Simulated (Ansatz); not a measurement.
# Run report: Si16O, geometry relaxation (part 2 of 3)

The same run, continued: Si16O (defect cell, 17 atoms in the cell); DFT, PBE, plane waves, PAW, no spin polarisation (Ansatz 0.2.0); cutoff 420 eV, 5×4×4 k-mesh, Gaussian smearing of 0.02 eV. The structure derives from a Materials Project entry. Some settings of this run were made unusual or wrong on purpose.

Geometry of the input (Å; fractional positions):
```
0.0000  0.0000  6.3650
7.7026  0.0000  0.0000
-3.8513  6.6706  0.0000
Si 0.0629  0.1667  0.3333
Si 0.0629  0.1667  0.8333
Si 0.0629  0.6667  0.3333
Si 0.0629  0.6667  0.8333
Si 0.5629  0.3333  0.1667
Si 0.5629  0.3333  0.6667
Si 0.5629  0.8333  0.1667
Si 0.5629  0.8333  0.6667
Si 0.4371  0.1667  0.3333
Si 0.4371  0.1667  0.8333
Si 0.4371  0.6667  0.3333
Si 0.4371  0.6667  0.8333
Si 0.9371  0.3333  0.1667
Si 0.9371  0.3333  0.6667
Si 0.9371  0.8333  0.1667
Si 0.9371  0.8333  0.6667
O  0.2500  0.0000  0.0000
```

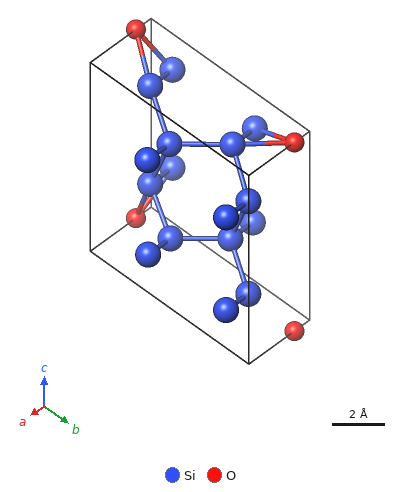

**Figure 1.** The geometry at step 4 of the log (ball-and-stick view of the cell of the calculation, seen slightly off an axis).

Log, continued
```
SCF iter   1: F=—  HF=-10736.609126 eV  |F-HF|=—  |Δ(HF+E_count)|=         —  Δρ=3.20e-3  dr2=4.90e-2  ethr=6.87e-5  ⟨swp⟩=2.2  Hψ=1954  notcnv=0  defer=121
preconditioner: auto → Resta (q_TF=auto, 2.110 Å⁻¹)  ε∞=5.6  [insulator: Δε(μ)=0.053 eV  Ē_g=8.016 eV  σ=0.020 eV  W_gap=0.75  n_scr=46 (ndim 1)  ℏωp=17.2 eV  f_vac=0.000  D(μ)=6.82/eV (n_scr^D=44)  ε∞_Penn≈5.6]
SCF iter   2: F=—  HF=-10736.608991 eV  |F-HF|=—  |Δ(HF+E_count)|=   1.34e-4  Δρ=3.19e-3  dr2=4.84e-2  ethr=6.87e-5  ⟨swp⟩=1.0  Hψ=503  notcnv=0  defer=121
SCF iter   3: F=—  HF=-10736.608829 eV  |F-HF|=—  |Δ(HF+E_count)|=   1.63e-4  Δρ=3.17e-3  dr2=4.78e-2  ethr=6.87e-5  ⟨swp⟩=1.0  Hψ=503  notcnv=0  defer=121
SCF iter   4: F=—  HF=-10736.608668 eV  |F-HF|=—  |Δ(HF+E_count)|=   1.61e-4  Δρ=3.15e-3  dr2=4.70e-2  ethr=6.82e-5  ⟨swp⟩=1.0  Hψ=503  notcnv=0  defer=121
SCF iter   5: F=—  HF=-10736.608516 eV  |F-HF|=—  |Δ(HF+E_count)|=   1.52e-4  Δρ=3.13e-3  dr2=4.64e-2  ethr=6.72e-5  ⟨swp⟩=1.0  Hψ=503  notcnv=0  defer=121
SCF iter   6: F=—  HF=-10736.608361 eV  |F-HF|=—  |Δ(HF+E_count)|=   1.54e-4  Δρ=3.11e-3  dr2=4.57e-2  ethr=6.62e-5  ⟨swp⟩=1.0  Hψ=503  notcnv=0  defer=121
SCF iter   7: F=—  HF=-10736.608211 eV  |F-HF|=—  |Δ(HF+E_count)|=   1.51e-4  Δρ=3.09e-3  dr2=4.50e-2  ethr=6.52e-5  ⟨swp⟩=1.0  Hψ=503  notcnv=0  defer=121
SCF iter   8: F=—  HF=-10736.608073 eV  |F-HF|=—  |Δ(HF+E_count)|=   1.38e-4  Δρ=3.07e-3  dr2=4.43e-2  ethr=6.43e-5  ⟨swp⟩=1.0  Hψ=503  notcnv=0  defer=121
SCF iter   9: F=—  HF=-10736.607928 eV  |F-HF|=—  |Δ(HF+E_count)|=   1.45e-4  Δρ=3.05e-3  dr2=4.37e-2  ethr=6.33e-5  ⟨swp⟩=1.0  Hψ=503  notcnv=0  defer=121
SCF iter  10: F=—  HF=-10736.607791 eV  |F-HF|=—  |Δ(HF+E_count)|=   1.37e-4  Δρ=3.03e-3  dr2=4.31e-2  ethr=6.24e-5  ⟨swp⟩=1.0  Hψ=503  notcnv=0  defer=121
SCF iter  11: F=—  HF=-10736.607655 eV  |F-HF|=—  |Δ(HF+E_count)|=   1.36e-4  Δρ=3.01e-3  dr2=4.24e-2  ethr=6.15e-5  ⟨swp⟩=1.0  Hψ=503  notcnv=0  defer=121
SCF iter  12: F=—  HF=-10736.607520 eV  |F-HF|=—  |Δ(HF+E_count)|=   1.35e-4  Δρ=2.99e-3  dr2=4.18e-2  ethr=6.06e-5  ⟨swp⟩=1.0  Hψ=503  notcnv=0  defer=121
SCF iter  13: F=—  HF=-10736.607387 eV  |F-HF|=—  |Δ(HF+E_count)|=   1.33e-4  Δρ=2.97e-3  dr2=4.12e-2  ethr=5.98e-5  ⟨swp⟩=1.0  Hψ=503  notcnv=0  defer=121
SCF iter  14: F=—  HF=-10736.607254 eV  |F-HF|=—  |Δ(HF+E_count)|=   1.33e-4  Δρ=2.95e-3  dr2=4.07e-2  ethr=5.89e-5  ⟨swp⟩=1.0  Hψ=503  notcnv=0  defer=121
SCF iter  15: F=—  HF=-10736.607124 eV  |F-HF|=—  |Δ(HF+E_count)|=   1.30e-4  Δρ=2.93e-3  dr2=4.01e-2  ethr=5.81e-5  ⟨swp⟩=1.0  Hψ=503  notcnv=0  defer=121
SCF iter  16: F=—  HF=-10736.606998 eV  |F-HF|=—  |Δ(HF+E_count)|=   1.26e-4  Δρ=2.91e-3  dr2=3.95e-2  ethr=5.73e-5  ⟨swp⟩=1.0  Hψ=503  notcnv=0  defer=121
SCF iter  17: F=—  HF=-10736.606863 eV  |F-HF|=—  |Δ(HF+E_count)|=   1.35e-4  Δρ=2.89e-3  dr2=3.90e-2  ethr=5.65e-5  ⟨swp⟩=1.0  Hψ=503  notcnv=0  defer=121
SCF iter  18: F=—  HF=-10736.606740 eV  |F-HF|=—  |Δ(HF+E_count)|=   1.23e-4  Δρ=2.88e-3  dr2=3.84e-2  ethr=5.57e-5  ⟨swp⟩=1.0  Hψ=503  notcnv=0  defer=121
SCF iter  19: F=—  HF=-10736.606622 eV  |F-HF|=—  |Δ(HF+E_count)|=   1.18e-4  Δρ=2.86e-3  dr2=3.79e-2  ethr=5.49e-5  ⟨swp⟩=1.0  Hψ=503  notcnv=0  defer=121
SCF iter  20: F=—  HF=-10736.606499 eV  |F-HF|=—  |Δ(HF+E_count)|=   1.23e-4  Δρ=2.84e-3  dr2=3.74e-2  ethr=5.41e-5  ⟨swp⟩=1.0  Hψ=503  notcnv=0  defer=121
SCF iter  21: F=—  HF=-10736.606375 eV  |F-HF|=—  |Δ(HF+E_count)|=   1.23e-4  Δρ=2.82e-3  dr2=3.68e-2  ethr=5.34e-5  ⟨swp⟩=1.0  Hψ=503  notcnv=0  defer=121
SCF iter  22: F=—  HF=-10736.606258 eV  |F-HF|=—  |Δ(HF+E_count)|=   1.17e-4  Δρ=2.81e-3  dr2=3.63e-2  ethr=5.26e-5  ⟨swp⟩=1.0  Hψ=503  notcnv=0  defer=121
SCF iter  23: F=—  HF=-10736.606143 eV  |F-HF|=—  |Δ(HF+E_count)|=   1.15e-4  Δρ=2.79e-3  dr2=3.58e-2  ethr=5.19e-5  ⟨swp⟩=1.0  Hψ=503  notcnv=0  defer=121
SCF iter  24: F=—  HF=-10736.606027 eV  |F-HF|=—  |Δ(HF+E_count)|=   1.17e-4  Δρ=2.77e-3  dr2=3.54e-2  ethr=5.12e-5  ⟨swp⟩=1.0  Hψ=503  notcnv=0  defer=121
SCF iter  25: F=—  HF=-10736.605916 eV  |F-HF|=—  |Δ(HF+E_count)|=   1.10e-4  Δρ=2.76e-3  dr2=3.49e-2  ethr=5.05e-5  ⟨swp⟩=1.0  Hψ=503  notcnv=0  defer=121
SCF iter  26: F=—  HF=-10736.605804 eV  |F-HF|=—  |Δ(HF+E_count)|=   1.12e-4  Δρ=2.74e-3  dr2=3.44e-2  ethr=4.98e-5  ⟨swp⟩=1.0  Hψ=503  notcnv=0  defer=121
SCF iter  27: F=—  HF=-10736.605693 eV  |F-HF|=—  |Δ(HF+E_count)|=   1.11e-4  Δρ=2.73e-3  dr2=3.39e-2  ethr=4.91e-5  ⟨swp⟩=1.0  Hψ=503  notcnv=0  defer=121
SCF iter  28: F=—  HF=-10736.605585 eV  |F-HF|=—  |Δ(HF+E_count)|=   1.08e-4  Δρ=2.71e-3  dr2=3.35e-2  ethr=4.85e-5  ⟨swp⟩=1.0  Hψ=503  notcnv=0  defer=121
SCF iter  29: F=—  HF=-10736.605482 eV  |F-HF|=—  |Δ(HF+E_count)|=   1.03e-4  Δρ=2.69e-3  dr2=3.30e-2  ethr=4.78e-5  ⟨swp⟩=1.0  Hψ=503  notcnv=0  defer=121
SCF iter  30: F=—  HF=-10736.605385 eV  |F-HF|=—  |Δ(HF+E_count)|=   9.72e-5  Δρ=2.68e-3  dr2=3.26e-2  ethr=4.72e-5  ⟨swp⟩=1.0  Hψ=503  notcnv=0  defer=121
SCF iter  31: F=—  HF=-10736.605285 eV  |F-HF|=—  |Δ(HF+E_count)|=   1.00e-4  Δρ=2.66e-3  dr2=3.22e-2  ethr=1.43e-6  ⟨swp⟩=11.8  Hψ=2689  notcnv=0
Mixer restart at iter 31: flushing history
iteration 31: the SCF's residuals had fallen too slowly under its mixing. It goes on by minimising its free energy, and can end on another state than longer mixing would; under `scf.algorithm: density_mixing` no SCF does so, but by `scf.convergence.dm_fallback`
SCF iter  32: F=—  HF=-10736.599686 eV  |F-HF|=—  |Δ(HF+E_count)|=   5.60e-3  Δρ=7.31e-4  dr2=6.44e-3  ethr=1.43e-6  ⟨swp⟩=11.4  Hψ=5638  notcnv=0
SCF iter  33: F=—  HF=-10736.598230 eV  |F-HF|=—  |Δ(HF+E_count)|=   1.46e-3  Δρ=1.41e-4  dr2=1.47e-4  ethr=1.43e-6  ⟨swp⟩=7.1  Hψ=3572  notcnv=0
SCF iter  34: F=-10736.598190 eV  HF=-10736.598190 eV  |F-HF|=3.93e-7  |Δ(HF+E_count)|=   3.99e-5  Δρ=9.69e-6  dr2=5.57e-7  ethr=4.70e-8  ⟨swp⟩=6.9  Hψ=2792  notcnv=0
SCF iter  35: F=-10736.598190 eV  HF=-10736.598190 eV  |F-HF|=3.96e-7  |Δ(HF+E_count)|=  1.44e-10  Δρ=9.74e-6  dr2=5.60e-7  ethr=7.96e-10  ⟨swp⟩=2.6  Hψ=2237  notcnv=0
SCF 2 converged in 35 iterations: F = -10736.598190 eV  dr2 = 5.60e-7
[... from here on the iterations of each SCF are left out, up to the last one ...]
relax step   2: F+E_penalty+E_count = -10736.59818991 eV  Δ(F+E_penalty+E_count) = -1.663e-1 eV  max|allowed force component| = 4.366e-1 eV/Å  Δτ_max = 0.0384 Å  (35 SCF iters, dr2 threshold 3.29e-5 eV, accepted)
preconditioner: auto → Resta (q_TF=auto, 2.110 Å⁻¹)  ε∞=5.5  [insulator: Δε(μ)=0.083 eV  Ē_g=8.056 eV  σ=0.020 eV  W_gap=0.58  n_scr=46 (ndim 1)  ℏωp=17.2 eV  f_vac=0.000  D(μ)=8.29/eV (n_scr^D=58)  ε∞_Penn≈5.5]
iteration 31: the SCF's residuals had fallen too slowly under its mixing. It goes on by minimising its free energy, and can end on another state than longer mixing would; under `scf.algorithm: density_mixing` no SCF does so, but by `scf.convergence.dm_fallback`
SCF 3 converged in 36 iterations: F = -10736.664721 eV  dr2 = 7.53e-7
relax step   3: F+E_penalty+E_count = -10736.66472145 eV  Δ(F+E_penalty+E_count) = -6.653e-2 eV  max|allowed force component| = 1.827e-1 eV/Å  Δτ_max = 0.0491 Å  (36 SCF iters, dr2 threshold 1.19e-5 eV, accepted)
preconditioner: auto → Kerker (q_TF=auto, 2.110 Å⁻¹)  [metal: Δε(μ)=0.015 eV  Ē_g=8.047 eV  σ=0.020 eV  W_gap=0.38  n_scr=46 (ndim 1)  ℏωp=17.2 eV  f_vac=0.000  D(μ)=9.96/eV (n_scr^D=70)]
iteration 31: the SCF's residuals had fallen too slowly under its mixing. It goes on by minimising its free energy, and can end on another state than longer mixing would; under `scf.algorithm: density_mixing` no SCF does so, but by `scf.convergence.dm_fallback`
SCF 4 converged in 35 iterations: F = -10736.671573 eV  dr2 = 1.67e-7
relax step   4: F+E_penalty+E_count = -10736.67157305 eV  Δ(F+E_penalty+E_count) = -6.852e-3 eV  max|allowed force component| = 4.419e-2 eV/Å  Δτ_max = 0.0068 Å  (35 SCF iters, dr2 threshold 5.84e-6 eV, accepted)
SCF iter   1: F=—  HF=-10736.671913 eV  |F-HF|=—  |Δ(HF+E_count)|=         —  Δρ=1.47e-4  dr2=1.38e-4  ethr=1.80e-6  ⟨swp⟩=2.2  Hψ=1233  notcnv=0  defer=127
preconditioner: auto → Kerker (q_TF=auto, 2.110 Å⁻¹)  [metal: Δε(μ)=0.012 eV  Ē_g=8.048 eV  σ=0.020 eV  W_gap=0.33  n_scr=46 (ndim 1)  ℏωp=17.2 eV  f_vac=0.000  D(μ)=9.92/eV (n_scr^D=70)]
SCF iter   2: F=—  HF=-10736.671915 eV  |F-HF|=—  |Δ(HF+E_count)|=   1.97e-6  Δρ=1.47e-4  dr2=1.38e-4  ethr=1.97e-7  ⟨swp⟩=1.0  Hψ=720  notcnv=0  defer=127
SCF iter   3: F=—  HF=-10736.671919 eV  |F-HF|=—  |Δ(HF+E_count)|=   4.79e-6  Δρ=1.46e-4  dr2=1.37e-4  ethr=1.97e-7  ⟨swp⟩=1.0  Hψ=497  notcnv=0  defer=127
SCF iter   4: F=—  HF=-10736.671917 eV  |F-HF|=—  |Δ(HF+E_count)|=   2.50e-6  Δρ=1.46e-4  dr2=1.36e-4  ethr=1.95e-7  ⟨swp⟩=1.0  Hψ=497  notcnv=0  defer=127
SCF iter   5: F=—  HF=-10736.671914 eV  |F-HF|=—  |Δ(HF+E_count)|=   2.54e-6  Δρ=1.45e-4  dr2=1.34e-4  ethr=1.94e-7  ⟨swp⟩=1.0  Hψ=497  notcnv=0  defer=127
SCF iter   6: F=—  HF=-10736.671916 eV  |F-HF|=—  |Δ(HF+E_count)|=   1.95e-6  Δρ=1.44e-4  dr2=1.33e-4  ethr=1.92e-7  ⟨swp⟩=1.0  Hψ=497  notcnv=0  defer=127
SCF iter   7: F=—  HF=-10736.671915 eV  |F-HF|=—  |Δ(HF+E_count)|=   1.35e-6  Δρ=1.44e-4  dr2=1.32e-4  ethr=1.90e-7  ⟨swp⟩=1.0  Hψ=497  notcnv=0  defer=127
SCF iter   8: F=—  HF=-10736.671907 eV  |F-HF|=—  |Δ(HF+E_count)|=   7.52e-6  Δρ=1.43e-4  dr2=1.31e-4  ethr=1.88e-7  ⟨swp⟩=1.0  Hψ=497  notcnv=0  defer=127
SCF iter   9: F=—  HF=-10736.671906 eV  |F-HF|=—  |Δ(HF+E_count)|=   1.39e-6  Δρ=1.42e-4  dr2=1.29e-4  ethr=1.86e-7  ⟨swp⟩=1.0  Hψ=497  notcnv=0  defer=127
SCF iter  10: F=—  HF=-10736.671905 eV  |F-HF|=—  |Δ(HF+E_count)|=   9.22e-7  Δρ=1.42e-4  dr2=1.28e-4  ethr=1.85e-7  ⟨swp⟩=1.0  Hψ=497  notcnv=0  defer=127
SCF iter  11: F=—  HF=-10736.671903 eV  |F-HF|=—  |Δ(HF+E_count)|=   1.83e-6  Δρ=1.41e-4  dr2=1.27e-4  ethr=1.83e-7  ⟨swp⟩=1.0  Hψ=497  notcnv=0  defer=127
SCF iter  12: F=—  HF=-10736.671899 eV  |F-HF|=—  |Δ(HF+E_count)|=   4.21e-6  Δρ=1.40e-4  dr2=1.25e-4  ethr=1.81e-7  ⟨swp⟩=1.0  Hψ=497  notcnv=0  defer=127
SCF iter  13: F=—  HF=-10736.671909 eV  |F-HF|=—  |Δ(HF+E_count)|=   9.86e-6  Δρ=1.40e-4  dr2=1.24e-4  ethr=1.79e-7  ⟨swp⟩=1.0  Hψ=497  notcnv=0  defer=127
SCF iter  14: F=—  HF=-10736.671908 eV  |F-HF|=—  |Δ(HF+E_count)|=   1.03e-6  Δρ=1.39e-4  dr2=1.23e-4  ethr=1.78e-7  ⟨swp⟩=1.0  Hψ=497  notcnv=0  defer=127
SCF iter  15: F=—  HF=-10736.671908 eV  |F-HF|=—  |Δ(HF+E_count)|=   2.96e-7  Δρ=1.38e-4  dr2=1.22e-4  ethr=1.76e-7  ⟨swp⟩=1.0  Hψ=497  notcnv=0  defer=127
SCF iter  16: F=—  HF=-10736.671903 eV  |F-HF|=—  |Δ(HF+E_count)|=   5.46e-6  Δρ=1.38e-4  dr2=1.21e-4  ethr=1.74e-7  ⟨swp⟩=1.0  Hψ=497  notcnv=0  defer=127
SCF iter  17: F=—  HF=-10736.671898 eV  |F-HF|=—  |Δ(HF+E_count)|=   4.46e-6  Δρ=1.37e-4  dr2=1.20e-4  ethr=1.72e-7  ⟨swp⟩=1.0  Hψ=497  notcnv=0  defer=127
SCF iter  18: F=—  HF=-10736.671908 eV  |F-HF|=—  |Δ(HF+E_count)|=   1.01e-5  Δρ=1.36e-4  dr2=1.18e-4  ethr=1.71e-7  ⟨swp⟩=1.0  Hψ=497  notcnv=0  defer=127
SCF iter  19: F=—  HF=-10736.671906 eV  |F-HF|=—  |Δ(HF+E_count)|=   2.57e-6  Δρ=1.36e-4  dr2=1.17e-4  ethr=1.69e-7  ⟨swp⟩=1.0  Hψ=497  notcnv=0  defer=127
SCF iter  20: F=—  HF=-10736.671908 eV  |F-HF|=—  |Δ(HF+E_count)|=   1.87e-6  Δρ=1.35e-4  dr2=1.16e-4  ethr=1.67e-7  ⟨swp⟩=1.0  Hψ=497  notcnv=0  defer=127
SCF iter  21: F=—  HF=-10736.671909 eV  |F-HF|=—  |Δ(HF+E_count)|=   1.52e-6  Δρ=1.34e-4  dr2=1.15e-4  ethr=1.66e-7  ⟨swp⟩=1.0  Hψ=497  notcnv=0  defer=127
SCF iter  22: F=—  HF=-10736.671906 eV  |F-HF|=—  |Δ(HF+E_count)|=   3.11e-6  Δρ=1.34e-4  dr2=1.14e-4  ethr=1.64e-7  ⟨swp⟩=1.0  Hψ=497  notcnv=0  defer=127
SCF iter  23: F=—  HF=-10736.671909 eV  |F-HF|=—  |Δ(HF+E_count)|=   3.00e-6  Δρ=1.33e-4  dr2=1.13e-4  ethr=1.63e-7  ⟨swp⟩=1.0  Hψ=497  notcnv=0  defer=127
SCF iter  24: F=—  HF=-10736.671911 eV  |F-HF|=—  |Δ(HF+E_count)|=   1.86e-6  Δρ=1.33e-4  dr2=1.12e-4  ethr=1.61e-7  ⟨swp⟩=1.0  Hψ=497  notcnv=0  defer=127
SCF iter  25: F=—  HF=-10736.671906 eV  |F-HF|=—  |Δ(HF+E_count)|=   4.62e-6  Δρ=1.32e-4  dr2=1.11e-4  ethr=1.59e-7  ⟨swp⟩=1.0  Hψ=497  notcnv=0  defer=127
SCF iter  26: F=—  HF=-10736.671909 eV  |F-HF|=—  |Δ(HF+E_count)|=   2.72e-6  Δρ=1.31e-4  dr2=1.09e-4  ethr=1.58e-7  ⟨swp⟩=1.0  Hψ=497  notcnv=0  defer=127
SCF iter  27: F=—  HF=-10736.671901 eV  |F-HF|=—  |Δ(HF+E_count)|=   8.35e-6  Δρ=1.31e-4  dr2=1.08e-4  ethr=1.56e-7  ⟨swp⟩=1.0  Hψ=497  notcnv=0  defer=127
SCF iter  28: F=—  HF=-10736.671903 eV  |F-HF|=—  |Δ(HF+E_count)|=   2.01e-6  Δρ=1.30e-4  dr2=1.07e-4  ethr=1.55e-7  ⟨swp⟩=1.0  Hψ=497  notcnv=0  defer=127
SCF iter  29: F=—  HF=-10736.671900 eV  |F-HF|=—  |Δ(HF+E_count)|=   2.33e-6  Δρ=1.29e-4  dr2=1.06e-4  ethr=1.53e-7  ⟨swp⟩=1.0  Hψ=497  notcnv=0  defer=127
SCF iter  30: F=—  HF=-10736.671896 eV  |F-HF|=—  |Δ(HF+E_count)|=   4.33e-6  Δρ=1.29e-4  dr2=1.05e-4  ethr=1.52e-7  ⟨swp⟩=1.0  Hψ=497  notcnv=0  defer=127
SCF iter  31: F=—  HF=-10736.671833 eV  |F-HF|=—  |Δ(HF+E_count)|=   6.29e-5  Δρ=1.28e-4  dr2=1.04e-4  ethr=1.50e-7  ⟨swp⟩=6.4  Hψ=1982  notcnv=0
Mixer restart at iter 31: flushing history
iteration 31: the SCF's residuals had fallen too slowly under its mixing. It goes on by minimising its free energy, and can end on another state than longer mixing would; under `scf.algorithm: density_mixing` no SCF does so, but by `scf.convergence.dm_fallback`
SCF iter  32: F=—  HF=-10736.671822 eV  |F-HF|=—  |Δ(HF+E_count)|=   1.16e-5  Δρ=5.26e-5  dr2=3.83e-5  ethr=1.49e-7  ⟨swp⟩=6.8  Hψ=4257  notcnv=0
SCF iter  33: F=—  HF=-10736.671812 eV  |F-HF|=—  |Δ(HF+E_count)|=   9.77e-6  Δρ=7.81e-6  dr2=7.98e-7  ethr=5.47e-8  ⟨swp⟩=3.8  Hψ=2137  notcnv=0
SCF iter  34: F=-10736.671812 eV  HF=-10736.671812 eV  |F-HF|=1.80e-8  |Δ(HF+E_count)|=   2.10e-7  Δρ=1.59e-6  dr2=2.07e-8  ethr=1.43e-10  ⟨swp⟩=3.0  Hψ=2089  notcnv=0
SCF iter  35: F=-10736.671812 eV  HF=-10736.671812 eV  |F-HF|=1.80e-8  |Δ(HF+E_count)|=  3.64e-12  Δρ=1.59e-6  dr2=2.06e-8  ethr=2.96e-11  ⟨swp⟩=2.3  Hψ=2126  notcnv=0
SCF 5 converged in 35 iterations: F = -10736.671812 eV  dr2 = 2.06e-8
relax step   5: F+E_penalty+E_count = -10736.67181154 eV  Δ(F+E_penalty+E_count) = -2.385e-4 eV  max|allowed force component| = 3.964e-3 eV/Å  Δτ_max = 0.0026 Å  (35 SCF iters, accepted)
```

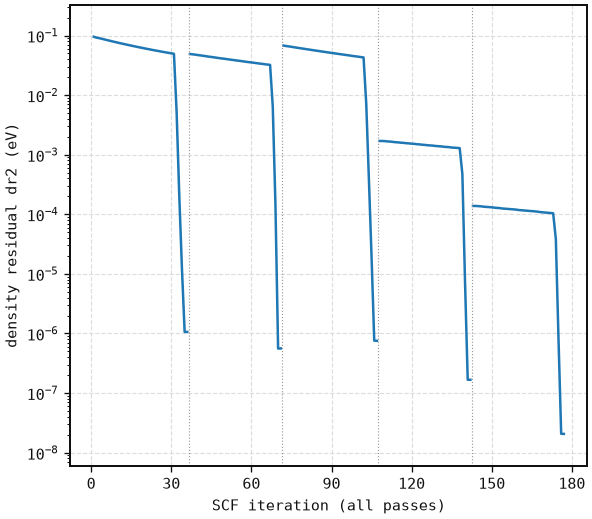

**Figure 2.** Convergence of the self-consistent field: density residual dr2 against the SCF iteration. The dotted lines part the SCF passes of the relaxation: geometry steps, rejected trials and re-solves on a re-selected basis. The 5 passes take 35 to 36 iterations each, 177 in all.
